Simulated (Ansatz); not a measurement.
# Polarity and tunnelling in Mg/AlN/Zr, part 6 of 6

Both polarities of the barrier in Mg/AlN/Zr, relaxed and compared. The lower electrode is Mg hcp(0001), the upper one Zr hcp(0001); the barrier is AlN zinc blende(111) (whole bilayers). In the first transport cell, after relaxation, the nearest pair of electrode and barrier is Mg–N at 2.43 Å, at a slant, at the lower face and Zr–Al at 3.28 Å, at a slant, at the upper one. All share a net of side 3.111 Å, which strains the lower electrode by -2.5 %, the upper one by -3.7 % and the barrier by +0.0 %, against typed lattice constants near PBE's. The first steps treat the bulk electrodes alone.

Ansatz 0.2.0; PBE DFT, plane waves, PAW files (the session's first sound run).

So far, transmission at the Fermi level (a spin, zone mean): step 5 (T(E) of the junction, polarity N face on the lower electrode, gap between the …) 0.00376; step 6 (conductance on a fine mesh, polarity N face on the lower electrode, gap between …) 0.00325; step 8 (transmission over a wide range of energy, polarity Al face on the lower …) 0.00175; step 9 (conductance, polarity Al face on the lower electrode, gap between the …) 0.00181.

**11. The same cell, other settings**

This step: PBE DFT, plane waves, PAW files; ballistic transmission by layer matching between semi-infinite leads; changed: output.transmission.kmesh = [18, 18], output.transmission.kmesh = [18, 18] (Ansatz 0.2.0).

System of this step: Mg/AlN/Zr. The cell holds 30 atoms: 11 Mg, 4 N, 4 Al and 11 Zr. Cell: a = 3.111 Å, b = 3.111 Å, c = 79.606 Å, α = 90.0°, β = 90.0°, γ = 120.0°. Regions: left electrode, 11 atoms (11 Mg); barrier, 8 atoms (4 N and 4 Al); right electrode, 11 atoms (11 Zr). Vacuum lies along c.

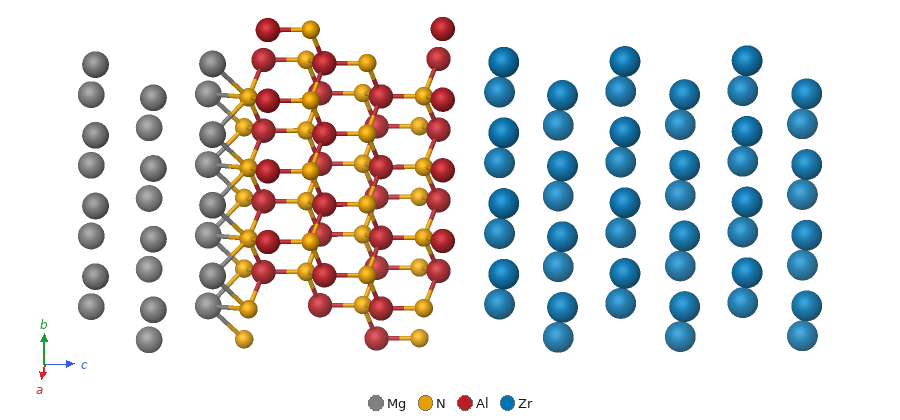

The cell of this step (magnesium grey, nitrogen orange, aluminium red, zirconium blue). Drawn is a stretch of 31 Å of the 66 Å that the atoms span along c, seen along the normal of the bc plane, with neighbouring cells across it. Bonds to atoms that aren't drawn are left out.

It is meant to test whether the mesh across the current is converged. Where the input is shown as a difference, that is against the step before, not the twin.

input.yaml

```yaml
crystal:
  lattice:
    - [3.111, 0.0, 0.0]
    - [-1.5555, 2.6942050312, 0.0]
    - [0.0, 0.0, 79.6055362033]
  atoms:
    - { symbol: Mg, position: [0.0, 0.0, 0.0879335827] }
    - { symbol: Mg, position: [0.33333333, 0.66666667, 0.1206817475] }
    - { symbol: Mg, position: [0.0, 0.0, 0.1534299123] }
    - { symbol: Mg, position: [0.33333333, 0.66666667, 0.1861780771] }
    - { symbol: Mg, position: [0.0, 0.0, 0.218926242] }
    - { symbol: Mg, position: [0.33333333, 0.66666667, 0.2516744068] }
    - { symbol: Mg, position: [0.0, 0.0, 0.2844225716] }
    - { symbol: Mg, position: [0.33333333, 0.66666667, 0.3171707364] }
    - { symbol: Mg, position: [0.0, 0.0, 0.3499189012] }
    - { symbol: Mg, position: [0.33333333, 0.66666667, 0.382667066] }
    - { symbol: Mg, position: [0.0, 0.0, 0.4145658674] }
    - { symbol: "N", position: [0.33333333, 0.66666667, 0.4351803867] }
    - { symbol: Al, position: [0.66666667, 0.33333333, 0.4443041721] }
    - { symbol: "N", position: [0.66666667, 0.33333333, 0.4679357781] }
    - { symbol: Al, position: [0.0, 0.0, 0.476294692] }
    - { symbol: "N", position: [0.0, 0.0, 0.4999549539] }
    - { symbol: Al, position: [0.33333333, 0.66666667, 0.5083055875] }
    - { symbol: "N", position: [0.33333333, 0.66666667, 0.5320045402] }
    - { symbol: Al, position: [0.66666667, 0.33333333, 0.540907153] }
    - { symbol: Zr, position: [0.0, 0.0, 0.5754027841] }
    - { symbol: Zr, position: [0.33333333, 0.66666667, 0.6086207328] }
    - { symbol: Zr, position: [0.0, 0.0, 0.6423369199] }
    - { symbol: Zr, position: [0.33333333, 0.66666667, 0.6760531071] }
    - { symbol: Zr, position: [0.0, 0.0, 0.7097692943] }
    - { symbol: Zr, position: [0.33333333, 0.66666667, 0.7434854814] }
    - { symbol: Zr, position: [0.0, 0.0, 0.7772016686] }
    - { symbol: Zr, position: [0.33333333, 0.66666667, 0.8109178558] }
    - { symbol: Zr, position: [0.0, 0.0, 0.844634043] }
    - { symbol: Zr, position: [0.33333333, 0.66666667, 0.8783502301] }
    - { symbol: Zr, position: [0.0, 0.0, 0.9120664173] }
kpoints:
  mp_grid: { grid: [12, 12, 1] }
scf:
  occupations: { method: fermi_dirac, width: 0.1 }
  max_iter: 150
hamiltonian:
  xc: pbe
output:
  transmission:
    kmesh: [18, 18]
    e_range: [-4, 2]
    de: 0.1
    leads: [[4, 6], [24, 26]]
  dos: { projected: true, e_range: [-6, 5], de: 0.05 }
  write_potential: true
  write_density: true
  volumetric_format: npy
```

Run with:

```bash
$ ansatz run input.yaml --threads 4 --pin off --max-ram 12288MiB --backend cpu --events-out ev --progress --plain --runs-dir out
```

Numbers of over 12 decimals in the logs are rounded to 6 here.

The program printed:

```text
[...]
Crystal: 30 atoms, lattice volume = 667.227 Å³
Basis set: ecut = 420 eV, 12963 PW (Γ)
Bands: 167, of which v1, the nominal top of the filled ones, is band 137 counted from 1 (136 counted from 0)
Symmetry: 6 space group operations
[...]
k-points: 19 of 144 (time reversal used)
[...]
SCF iter   1: F=—  HF=-70879.359453 eV  |F-HF|=—  |Δ(HF+E_count)|=         —  Δρ=1.09e-2  dr2=8.14e2  ethr=1.77e-3  ⟨swp⟩=14.8  Hψ=19214  notcnv=0  defer=1
[...]
SCF iter  11: F=-70878.293199 eV  HF=-70878.293199 eV  |F-HF|=8.63e-9  |Δ(HF+E_count)|=   3.30e-9  Δρ=8.05e-7  dr2=2.28e-8  ethr=3.65e-11  ⟨swp⟩=10.7  Hψ=7907  notcnv=0
SCF 1 converged in 11 iterations: F = -70878.293199 eV  dr2 = 2.28e-8
[...]
transmission: 271 of 2701 steps passed
transmission: 541 of 2701 steps passed
[...]
transmission: 2701 of 2701 steps passed
[...]
SCF converged after 11 iterations
Free energy (F): -70878.293199 eV
[...]
Internal energy: -70877.661535 eV  (E = F + TS)
E sigma→0 (E₀):  -70877.977367 eV
Entropy (-TS):   -0.631664 eV (-21.055 meV/atom)
Fermi energy:    8.221198 eV
[...]
--- Band table (eV; the first three rows and the last of 19) ---
  k-point 0: bands = [... 133 lower, 8.2628, 8.3916, 8.4756, 8.5507, 8.6057, 8.7534, 8.9189, 9.1315, ... 26 higher]
  k-point 1: bands = [... 133 lower, 8.2796, 8.4070, 8.4134, 8.4801, 8.5232, 8.5528, 8.6242, 8.9955, ... 26 higher]
  k-point 2: bands = [... 133 lower, 7.9536, 8.1289, 8.1808, 8.2368, 8.3116, 8.3214, 8.4854, 8.5881, ... 26 higher]
  k-point 18: bands = [... 133 lower, 8.0501, 8.1347, 8.2399, 8.2409, 8.3162, 8.3259, 8.3274, 8.3452, ... 26 higher]
--- Transmission ---
  basis      : 73 plane waves across, 73 finite elements along
  points     : 37, standing for a mesh of 18 x 18
[...]
channels       : 8.734568e-1 a spin
[...]
slowest decay  : 0.0195 /Å at (0.2778, 0.0556)
[...]
channels       : 6.820988e-1 a spin
[...]
slowest decay  : 0.0128 /Å at (0.1111, 0.1111)
  junction   : crystal 0 to crystal 1, 19.43 to 55.86 Å
    transmission   : 3.552578e-3 a spin
[...]
```

The job ended after 5 min (4 threads of Arm Neoverse V1, shared host; peak memory 3.7 GiB).

Numbers from this step:

| Item | Value |
| --- | --- |
| free energy | -70878.2932 eV |
| Fermi energy | 8.221 eV |
| transmission at the Fermi level (a spin, zone mean) | 0.003553 |
| channels of the lower lead | 0.8735 |
| channels of the upper lead | 0.6821 |
| potential step in the lower lead | 20.4 meV |
| potential step in the upper lead | 18.5 meV |

One spin. Table of transmission, zone mean by energy, zero at the Fermi level:

```csv
energy (eV),"transmission, zone mean"
-4.0000,0.0447
-3.8000,0.0763
-3.5000,0.0698
-3.3000,0.140
-3.0000,0.0744
-2.8000,0.00969
-2.5000,0.00631
-2.3000,0.00232
-2.0000,0.00102
-1.8000,5.1e-4
-1.5000,6.8e-4
-1.3000,0.00111
-1.0000,3.5e-4
-0.8000,1.9e-4
-0.5000,4.1e-4
-0.3000,6.0e-4
0.0000,0.00355
0.2000,0.00108
0.5000,0.00803
0.7000,0.0399
0.8000,0.0666
1.0000,0.0367
1.2000,0.109
1.4000,0.182
1.5000,0.174
1.7000,0.101
2.0000,0.0641
```

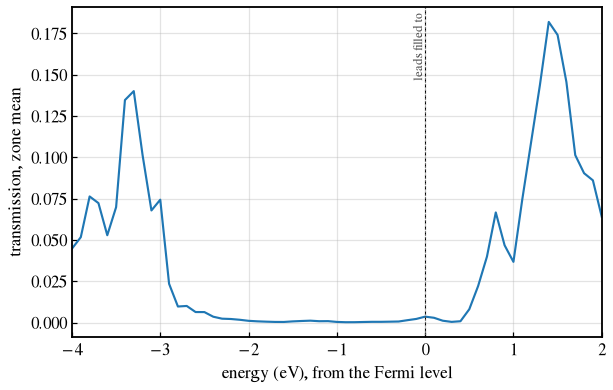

Transmission, zone mean, plotted against energy.

One spin. Open channels, zone mean against energy, zero at the Fermi level:

```csv
energy (eV),lower lead,upper lead
-4.000,0.577,0.225
-3.500,0.651,0.281
-3.000,0.744,0.630
-2.500,0.818,1.01
-2.000,0.929,0.769
-1.500,0.910,0.664
-1.000,1.02,0.978
-0.500,0.787,1.19
0.000,0.873,0.682
0.500,0.972,1.23
1.000,1.27,1.02
1.500,1.29,1.03
2.000,1.28,1.09
```

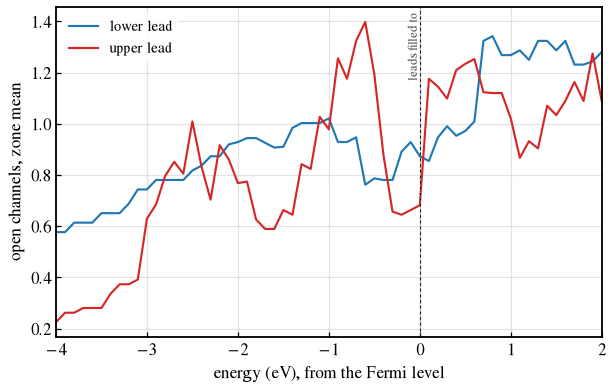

Open channels, zone mean, plotted against energy.

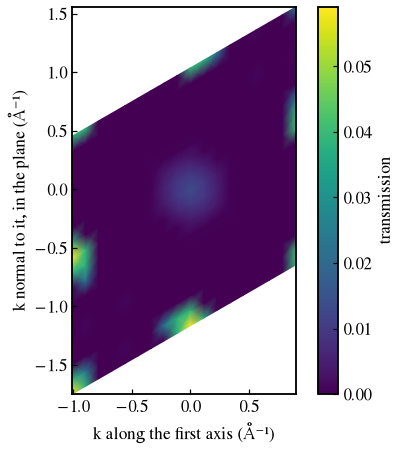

Transmission over k1 and k2. At 0.0000 eV from the Fermi level.

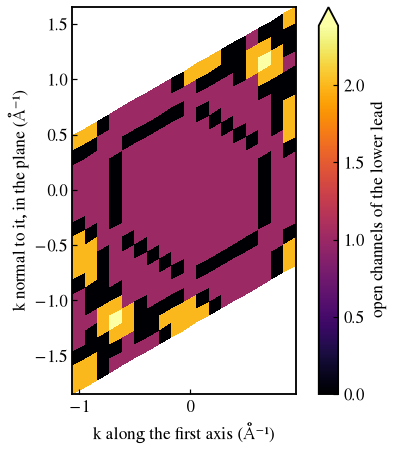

Open channels of the lower lead over k1 and k2. At 0.0000 eV from the Fermi level.

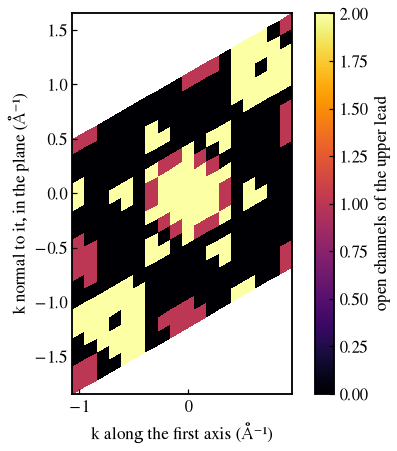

Open channels of the upper lead over k1 and k2. At 0.0000 eV from the Fermi level.

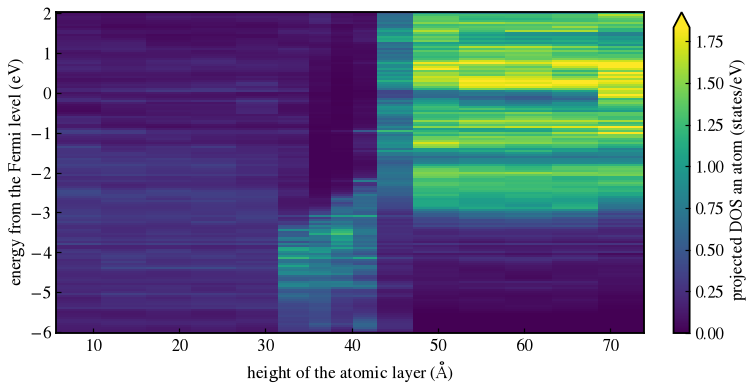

Projected DOS an atom over height of the atomic layer and energy from the Fermi level. Layers: Mg Mg Mg Mg Mg Mg Mg Mg Mg Mg Mg N Al N Al N Al N Al Zr Zr Zr Zr Zr Zr Zr Zr Zr Zr Zr; projections on atoms miss part of the total, and the computed bands can run out at the top of the range; a column is the mean of 2 neighbouring layers, the last of those left over.

The transmission at the Fermi level, both spins, is 0.00711 against 0.00752 in the twin: a change of -5 %.

**12. Summary of results**

```
conductance, N face on the lower electrode  : 2.9e12 S/m²
conductance, Al face on the lower electrode : 1.8e12 S/m²
```

The two polarities differ in conductance by a factor of 1.6, the better conductor being «N face on the lower electrode», by more than the error estimates. The ratio includes whatever the relaxation rebuilt at the faces. The polarity here is that of growth: the two cells are two junctions, and whether a field could switch one into the other isn't tested. The program's largest error estimate on these conductances is 17 %, from the leads' potential steps. No spin-orbit coupling, phonons, disorder or image charges enter; the interfaces are ordered, one cell wide and lattice-matched by strain. Semilocal gaps are too small, which can bring a band edge of the barrier nearer to the Fermi level than it is.

[Logs are printed without paths, hosts, clocks, repeated set-up lines and the standing remarks that a program may print on its own settings, such as how far it seeks lower states.]

[Hosts, paths, dates, database ids (printed as entryN), source tags and the programs' standing remarks are cut or masked in the printed files.]
